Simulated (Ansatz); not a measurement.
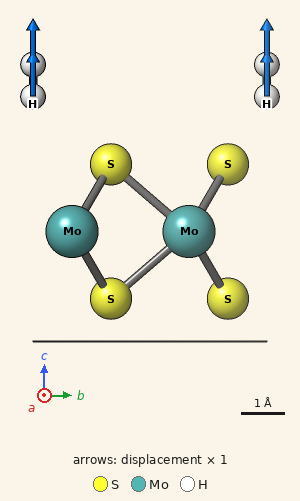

This is a constrained relaxation of a slab of composition Mo$_{2}$HS$_{4}$ (cut from the R3m phase). The starting structure is drawn; blue arrows show the displacements, at their true length.

Style: ball-and-stick. Shown: the cell of the calculation, outlined in the plane, without the vacuum, along the a axis.

Case: 1 H2 a cell, upright, over a hollow S-S-S site. The slab is the (0 0 1) face of MoS2 with H2 on it. 4 atoms are held fixed.

These are results of Ansatz 0.2.0, DFT PBE+D3(BJ), scalar-relativistic, plane waves, PAW, not measurements. (plane-wave cutoff 420 eV; k-point mesh 3 × 3 × 1; occupations gaussian; smearing width 0.05 eV; no spin polarisation; dipole correction; atoms relaxed in a fixed cell; force threshold 0.04 eV/Å; at most 100 steps)

**Atoms of which element are displaced furthest, and by how much?**

Hydrogen: up to 1.09 Å, against 0.00 Å for sulfur.

**Describe the change and its energy.**

The largest moves, 1.09 Å, are those of H atoms. S and Mo stay in place. The cell doesn't change. The energy falls by 0.261 eV per cell of the calculation in 7 accepted moves (8 points after the start). The largest force component goes from 0.37 to 0.015 eV/Å. 1 step only repeated the SCF at the same geometry. Cost: 37 s on 4 threads of Arm Neoverse V2, on a shared host, peak memory 1.1 GiB.

Limits of the set-up: the periodic images lie only 6.3 Å apart, so the values are limited by the cell's size.
